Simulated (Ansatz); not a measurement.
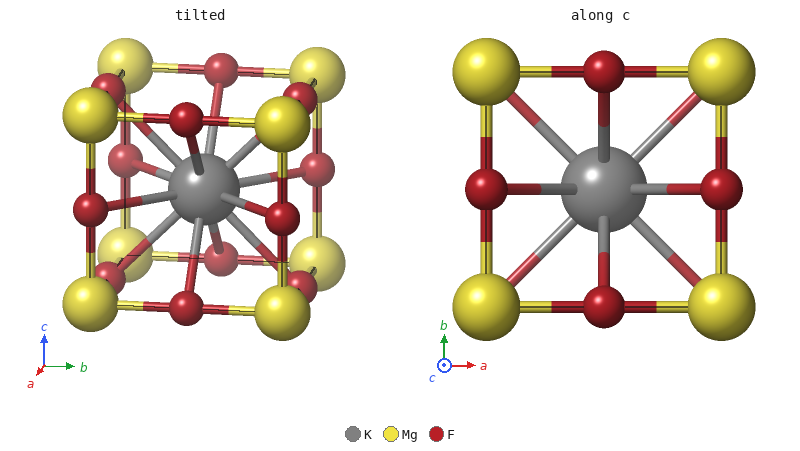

Ball-and-stick representation of a periodic structure, projected slightly off an axis and along the c axis. One conventional unit cell is framed, with atoms on its boundary repeated.

KMgF$_{3}$, cubic perovskite, space group Pm-3m (No. 221), a = 4.054 Å, b = 4.054 Å, c = 4.054 Å, α = 90.00°, β = 90.00°, γ = 90.00°. The model was built from a structure type filled with these elements by a generator (whether the compound takes this form wasn't checked). Earlier steps of the study may have refined or changed the cell and positions. It was the input of a calculation with Ansatz.

This one geometry was computed with Ansatz (DFT, plane waves, PAW) at three levels of theory: LDA, r2SCAN and PBE.

> Which level gives the highest pressure at this volume, and what does that say about its equilibrium volume?

Highest: PBE (0.0 GPa), which points to the largest equilibrium volume. Lowest, with the smallest volume: LDA (-7.4 GPa). Levels within 0.5 GPa of each other can't be told apart.

> How does the band gap change with the level of theory?

LDA: a gap of 6.61 eV, indirect; PBE: a gap of 6.96 eV, indirect; r2SCAN: a gap of 7.88 eV, indirect.

> Collect the results in a table.

| level | cutoff (eV) | k-mesh of the run's cell | gap (eV) | pressure (GPa) |
| --- | --- | --- | --- | --- |
| LDA | 420 | 6×6×6 | 6.61 | -7.4 |
| r2SCAN | 500 | 6×6×6 | 7.88 | -3.8 |
| PBE | 420 | 6×6×6 | 6.96 | 0.0 |

Gaps are taken on the k-mesh or band path of each run.
